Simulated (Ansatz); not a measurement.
Run report: Al3Cu, geometry relaxation (part 2 of 2)

The same run, continued: Al3Cu (4 atoms in the cell); DFT r2SCAN, scalar-relativistic, plane waves, PAW, no spin polarisation (Ansatz 0.2.0); cutoff 500 eV, 12×12×12 k-mesh, Gaussian smearing of 0.1 eV. The structure derives from a Materials Project entry.

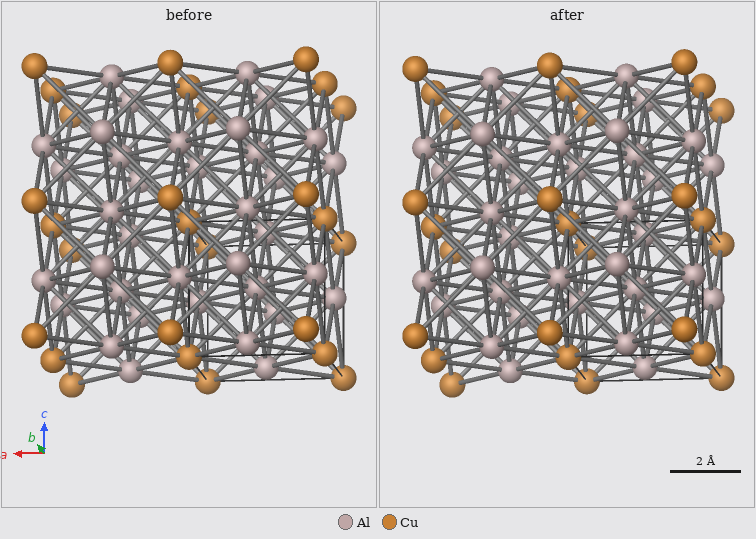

**Figure 1.** Before (left) and after (right) the relaxation, at one scale (ball-and-stick view of the cell of the calculation, repeated 2 × 2 × 2, seen at an oblique angle). The atoms keep their places relative to the cell (all moves are under 0.005 Å). The drawn cell changes as follows: a = b = c 3.924 → 3.889 Å (−0.9 %); the volume changes by −2.7 %. Among the contacts that change: Al1–Cu4 2.775 → 2.750 Å, Al1–Al2 2.775 → 2.750 Å. The space group stays Pm-3m (No. 221). After 2 geometry steps the energy has fallen by 3.5 meV per atom. All forces vanish by symmetry, so only the cell relaxes. Pressure: −2.70 GPa at the start and −0.01 GPa at the end. A last SCF at the same geometry on a re-selected plane-wave basis shifts the energy by +0.1 meV per atom. (Atoms are counted from 1 in the order of the input.)

```
basis re-selected at this cell: Δ(F+E_penalty+E_count) = +2.093e-4 eV, ΔP = -0.004 GPa vs the last step (what re-selecting the basis moved, of the pressure what is left beyond the Pulay correction that the steps carried, after the strain that the cell walked since its last selection, with what the two solves' SCF thresholds leave and, on support functions, any second-order correction that the steps lacked; it is no measure of the basis error at this ecutwfc). This SCF's stress stands 1.44e-2 GPa from its target on what of the cell is left free (relax.cell.stress_tol is 5.00e-2 GPa) and its largest allowed force component is 1.18e-30 eV/Å (relax.f_tol is 5.00e-3 eV/Å): within both
SCF converged after 6 iterations
Free energy (F): -8252.591661 eV
Harris-Foulkes:  -8252.591661 eV  (|F-HF|=1.82e-12)
Internal energy: -8252.586892 eV  (E = F + TS)
E sigma→0 (E₀):  -8252.589276 eV
Entropy (-TS):   -0.004769 eV (-1.192 meV/atom)
Fermi energy:    10.294328 eV
--- Per-component energies (eV) ---
  E_band       = -472.687559
  E_kinetic    = 370.486362
  E_local      = -6017.684754  (includes V_loc(G=0)·N_el)
  E_nonlocal   = 422.141174
  E_hartree    = 2728.768494
  E_xc         = -194.891236
  E_vxc        = -219.901074  (∫ρ·V_xc dr)
  E_paw        = -3095.863636  (= ΣΔE_a)
  E_vpaw       = -498.270230  (= ΣTr[D̂ρ^β])
  E_aug_tail   = 0.000143  (compensation charges beyond the density's cutoff)
  E_vtau       = 13.003813  (kinetic-family band-sum trace: ∫τ·v_τ [+ j·A + Jᵃ·Aᵃ] dr)
  E_ewald      = -2465.062006
  E_core_change = -0.481432  (= ΣΔE_core)
  E_smearing   = -0.004769  (= −TS)
  E_closure    = -0.000000  (closes the sum)
  Σ components = -8252.591661   (vs F -8252.591661, Δ=0.00e0)
--- Forces (eV/Å), atoms counted from 1 ---
  atom   1  Al     0.00000000    -0.00000000     0.00000000
  atom   2  Al    -0.00000000    -0.00000000     0.00000000
  atom   3  Al     0.00000000     0.00000000    -0.00000000
  atom   4  Cu     0.00000000     0.00000000     0.00000000
  max |Σ_I F_I| component: 1.60e-30 eV/Å
--- Stress (GPa, compression-positive) ---
       -0.014388      -0.000000       0.000000
       -0.000000      -0.014388       0.000000
        0.000000       0.000000      -0.014388
  P = ⅓ Tr σ = -0.0144 GPa (-0.144 kbar)
--- Band table (eV; the first three rows and the last of 84) ---
  k-point 0: bands = ["-106.9899", "-62.8023", "-62.8023", "-62.8023", "-1.6754", "5.7758", "5.7758", "6.5548", "6.5548", "6.5548", "7.6605", "7.6605", "7.6605", "9.6334", "10.9600", "10.9600", "17.2780", "17.2780"]
  k-point 1: bands = ["-106.9899", "-62.8023", "-62.8023", "-62.8023", "-1.6031", "5.6206", "5.7910", "6.5021", "6.5021", "6.5573", "7.1697", "7.7792", "7.7792", "9.9466", "11.0032", "11.4671", "16.1767", "16.1767"]
  k-point 2: bands = ["-106.9899", "-62.8023", "-62.8023", "-62.8023", "-1.3869", "4.9561", "5.8330", "6.3894", "6.3894", "6.5642", "6.7149", "8.0906", "8.0906", "10.2133", "11.1355", "12.8332", "14.8430", "14.8430"]
  k-point 83: bands = ["-106.9899", "-62.8024", "-62.8024", "-62.8024", "4.7402", "4.7402", "4.7402", "4.8518", "5.9257", "5.9257", "5.9257", "6.7834", "6.7834", "7.7247", "8.4020", "8.4020", "8.4020", "23.1928"]
--- Relaxed structure (3 steps of the walk, 3 accepted, 1 SCFs on fresh bases) ---
  F+E_penalty+E_count = -8252.59166102 eV   max|allowed force component| = 1.178e-30 eV/Å   (the final SCF, on the basis selected at the relaxed cell)
  cell:  # Å, volume = 58.8240 Å³
    - [3.8891206688793285, -2.5679065925163143e-34, -3.851859888774472e-34]
    - [-2.5679065925163143e-34, 3.8891206688793285, 0.0]
    - [-3.851859888774472e-34, -8.024708101613482e-36, 3.8891206688793285]
  atoms:
    - { symbol: Al, position: [-2.556192441885432e-37, 0.5, 0.5] }
    - { symbol: Al, position: [0.5, 1.2461438154189823e-36, 0.5] }
    - { symbol: Al, position: [0.5, 0.5, -6.390481104704492e-38] }
    - { symbol: Cu, position: [1.7893347093240483e-36, 3.5147646075921793e-37, 1.917144331412562e-37] }
```

**Trajectory as extended XYZ (Å, eV, eV/Å), 4 frames, from step=1 to step=4**
```
4
Lattice="3.9242 0.0000 0.0000 0.0000 3.9242 0.0000 0.0000 0.0000 3.9242" Properties=species:S:1:pos:R:3:forces:R:3 step=1 energy=-8252.57777 pressure_GPa=-2.70
Al    0.0000    1.9621    1.9621    0.0000   0.0000   0.0000
Al    1.9621    0.0000    1.9621    0.0000   0.0000   0.0000
Al    1.9621    1.9621    0.0000    0.0000   0.0000   0.0000
Cu    0.0000    0.0000    0.0000    0.0000   0.0000   0.0000
4
Lattice="3.8862 0.0000 0.0000 0.0000 3.8862 0.0000 0.0000 0.0000 3.8862" Properties=species:S:1:pos:R:3:forces:R:3 step=2 energy=-8252.59180 pressure_GPa=0.23
Al    0.0000    1.9431    1.9431    0.0000   0.0000   0.0000
Al    1.9431    0.0000    1.9431    0.0000   0.0000   0.0000
Al    1.9431    1.9431    0.0000    0.0000   0.0000   0.0000
Cu    0.0000    0.0000    0.0000    0.0000   0.0000   0.0000
4
Lattice="3.8891 0.0000 0.0000 0.0000 3.8891 0.0000 0.0000 0.0000 3.8891" Properties=species:S:1:pos:R:3:forces:R:3 step=3 energy=-8252.59187 pressure_GPa=-0.01
Al    0.0000    1.9446    1.9446    0.0000   0.0000   0.0000
Al    1.9446    0.0000    1.9446    0.0000   0.0000   0.0000
Al    1.9446    1.9446    0.0000    0.0000   0.0000   0.0000
Cu    0.0000    0.0000    0.0000    0.0000   0.0000   0.0000
4
Lattice="3.8891 0.0000 0.0000 0.0000 3.8891 0.0000 0.0000 0.0000 3.8891" Properties=species:S:1:pos:R:3:forces:R:3 step=4 energy=-8252.59166 pressure_GPa=-0.01
Al    0.0000    1.9446    1.9446    0.0000   0.0000   0.0000
Al    1.9446    0.0000    1.9446    0.0000   0.0000   0.0000
Al    1.9446    1.9446    0.0000    0.0000   0.0000   0.0000
Cu    0.0000    0.0000    0.0000    0.0000   0.0000   0.0000
```

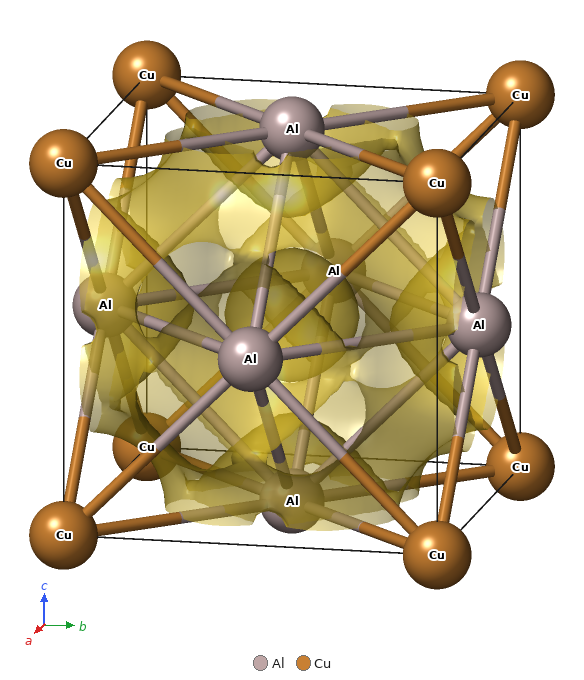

**Figure 2.** Isosurface of the ELF at 0.45 (yellow), seen slightly off an axis. Core shells and regions of very low density are left out. Sticks mark near contacts. The outline is the cell set on symmetry axes. The ELF exceeds this value in one network that runs through the whole crystal, counted in one cell of 4 atoms. Profiles from the grid: Al–Al (2.75 Å): the ELF peaks at about 0.65 between the atoms. Al–Cu (2.75 Å): the ELF is about 0.45 at the midpoint, as expected for nearly free electrons, as in a simple metal. The fields are those of the smooth PAW valence density.

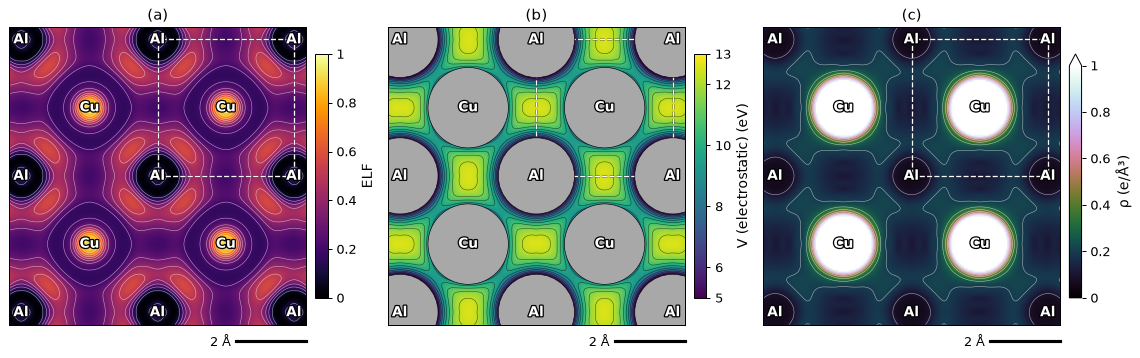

**Figure 3.** (a) ELF; (b) electrostatic potential energy of an electron; (c) valence charge density (pseudo) on the (100) plane of the conventional cell. Grey discs, where drawn, cover atomic cores. The section cuts through Al and Cu sites. Al–Cu (2.75 Å): ρ at the midpoint is about 0.22 e/Å³; the ELF is about 0.45 at the midpoint, which marks metallic bonding. Away from the nuclei the density in this plane falls to 0.11 e/Å³ at its lowest. The strong features right at Cu lie inside the PAW spheres (semicore, d or f shells) and say nothing about bonding. Outside the cores the potential energy rises away from the atoms and is highest about 1.9 Å from the nearest atoms; outside the discs it spans about 7 eV, and its zero is arbitrary.

This output came from the following input.

**Input**
```yaml
crystal:
  lattice:
    - [3.924151, 0.0, 0.0]
    - [0.0, 3.924151, 0.0]
    - [0.0, 0.0, 3.924151]
  atoms:
    - { symbol: Al, position: [0.0, 0.5, 0.5] }
    - { symbol: Al, position: [0.5, 0.0, 0.5] }
    - { symbol: Al, position: [0.5, 0.5, 0.0] }
    - { symbol: Cu, position: [0.0, 0.0, 0.0] }
basis:
  ecutwfc: 500
kpoints:
  mp_grid: { grid: [12, 12, 12] }
hamiltonian:
  xc: r2scan
scf:
  occupations: { method: gaussian, width: 0.1 }
output:
  forces: true
  stress: true
  eigenvalues: true
  write_density: true
  write_potential: true
  elf: true
  volumetric_format: npy
relax:
  adjacent_minimum: "off"
  f_tol: 0.005
  max_steps: 80
  cell: { stress_tol: 0.05 }
```

Launched with:
```bash
ansatz run input.yaml --threads 1 --pin off --max-ram 2560MiB --backend cpu --events-out ev --progress --plain --runs-dir out
```

**Results in brief**

| quantity | value |
| --- | --- |
| outcome | converged |
| space group (tolerance 0.01 Å) | Pm-3m (221) |
| electrons treated | 28 |
| free energy | −8252.5917 eV |
| Fermi energy | 10.294 eV |
| gap on the k-point mesh | none (metallic) |
| pressure | −0.01 GPa |
| final volume | 58.82 Å³ |
| largest force (length of the vector) at the end | under 0.001 eV/Å |
| final cell | a = 3.889 Å, b = 3.889 Å, c = 3.889 Å, α = 90.00°, β = 90.00°, γ = 90.00° |
| hardware | 1 thread of Intel Xeon @ 2.50GHz (Skylake/Cascade Lake), 189 GiB of memory available, shared host |
| wall time | 1.7 min |
| peak memory | 0.56 GiB |
